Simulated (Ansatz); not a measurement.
Te16Mo8H (cell with a defect)

Input file:

```
crystal:
  lattice:
    - [3.5566633053, -6.16032155, 0.0]
    - [-7.1133266104, -1.0e-10, 0.0]
    - [0.0, 0.0, -15.3316102852]
  atoms:
    - { symbol: Te, position: [0.1666666667, 0.3333333333, 0.3679298312] }
    - { symbol: Te, position: [0.6666666667, 0.3333333333, 0.3679298312] }
    - { symbol: Te, position: [0.1666666667, 0.8333333333, 0.3679298312] }
    - { symbol: Te, position: [0.6666666667, 0.8333333333, 0.3679298312] }
    - { symbol: Te, position: [0.3227408004, 0.1598910102, 0.8683729215], spin: 0.143 }
    - { symbol: Te, position: [0.8182936567, 0.1711661703, 0.8695880594], spin: 0.143 }
    - { symbol: Te, position: [0.3333333333, 0.6666666667, 0.8679298312] }
    - { symbol: Te, position: [0.8200881259, 0.654010186, 0.8741641993], spin: 0.143 }
    - { symbol: Te, position: [0.3333333333, 0.1666666667, 0.6320701688] }
    - { symbol: Te, position: [0.8333333333, 0.1666666667, 0.6320701688] }
    - { symbol: Te, position: [0.3333333333, 0.6666666667, 0.6320701688] }
    - { symbol: Te, position: [0.8333333333, 0.6666666667, 0.6320701688] }
    - { symbol: Te, position: [0.1671264248, 0.339313928, 0.1317641246], spin: 0.143 }
    - { symbol: Te, position: [0.6666666667, 0.3333333333, 0.1320701688] }
    - { symbol: Te, position: [0.174754652, 0.8457256756, 0.1307598698], spin: 0.143 }
    - { symbol: Te, position: [0.666136284, 0.838376242, 0.1271567098], spin: 0.143 }
    - { symbol: Mo, position: [0.1666666667, 0.3333333333, 0.75] }
    - { symbol: Mo, position: [0.6666666667, 0.3333333333, 0.75] }
    - { symbol: Mo, position: [0.1666666667, 0.8333333333, 0.75] }
    - { symbol: Mo, position: [0.6666666667, 0.8333333333, 0.75] }
    - { symbol: Mo, position: [0.3333333333, 0.1666666667, 0.25] }
    - { symbol: Mo, position: [0.8333333333, 0.1666666667, 0.25] }
    - { symbol: Mo, position: [0.3333333333, 0.6666666667, 0.25] }
    - { symbol: Mo, position: [0.8333333333, 0.6666666667, 0.25] }
    - { symbol: H, position: [0.0104967683, -0.0020727107, 0.0038630582], spin: 0.143 }
  host:
    lattice:
      - [3.5566633052, 0.0, 0.0]
      - [-1.7783316526, 3.080160775, 0.0]
      - [0.0, 0.0, 15.3316102852]
    atoms:
      - { symbol: Te, position: [0.3333333333, 0.6666666667, 0.6320701688] }
      - { symbol: Te, position: [0.6666666667, 0.3333333333, 0.1320701688] }
      - { symbol: Te, position: [0.6666666667, 0.3333333333, 0.3679298312] }
      - { symbol: Te, position: [0.3333333333, 0.6666666667, 0.8679298312] }
      - { symbol: Mo, position: [0.3333333333, 0.6666666667, 0.25] }
      - { symbol: Mo, position: [0.6666666667, 0.3333333333, 0.75] }
basis:
  ecutwfc: 420
  xc_grid: 2
kpoints:
  mp_grid: { grid: [2, 2, 2], shift: [0.0, 0.0, 0.0] }
hamiltonian:
  xc: pbe
scf:
  occupations: { method: gaussian, width: 0.01 }
output:
  forces: true
  stress: false
  eigenvalues: true
  populations: true
  charged_corrections:
    defect_position: [0.0, 0.0, 0.0]
    epsilon: [[19.933, 0.0, 0.0], [0.0, 19.933, 0.0], [0.0, 0.0, 6.4737]]
  write_density: true
  write_potential: true
  elf: true
  volumetric_format: npy
magnetization:
  spin_polarized: true
relax:
  adjacent_minimum: "off"
  f_tol: 0.025
  max_steps: 45
```

Run with:

```sh
ansatz run input.yaml --threads 4 --pin off --max-ram 10240MiB --backend cpu --events-out ev --progress --plain --runs-dir out
```

The fields are those of the run's last geometry, not of the input's.

Spin-polarised.

Computed with DFT PBE, scalar-relativistic, plane waves, PAW in Ansatz.

Question: What can the converged valence pseudo-density and electron localisation function tell about the bonding?

Answer: Te–H (1.82 Å): ρ is about 0.84 e/Å³ halfway; the ELF climbs to about 1 towards the hydrogen, as it does in any bond to H.
Te–Mo (2.72 Å): ρ at the midpoint is about 0.46 e/Å³; the ELF is about 0.55 at the midpoint.
Te–Mo (2.89 Å): the density is about 0.3 e/Å³ at the midpoint; the ELF is about 0.40 at the midpoint and 0.25 at its lowest between the atoms; no localised pair shows between them.

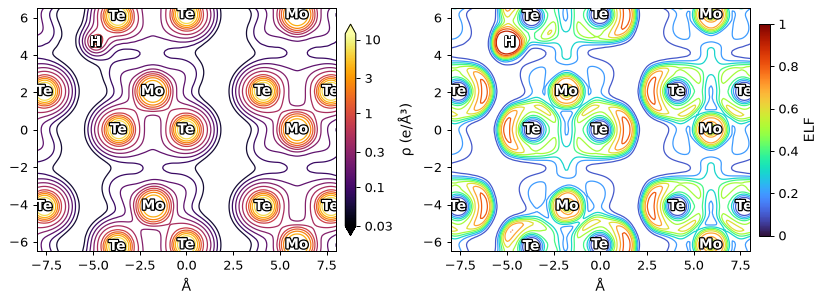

Computed valence pseudo-density and electron localisation function on the (110) plane of the calculation cell, in this order. 

Core electrons are frozen (PAW), and the valence fields are smoothed inside the atomic spheres.
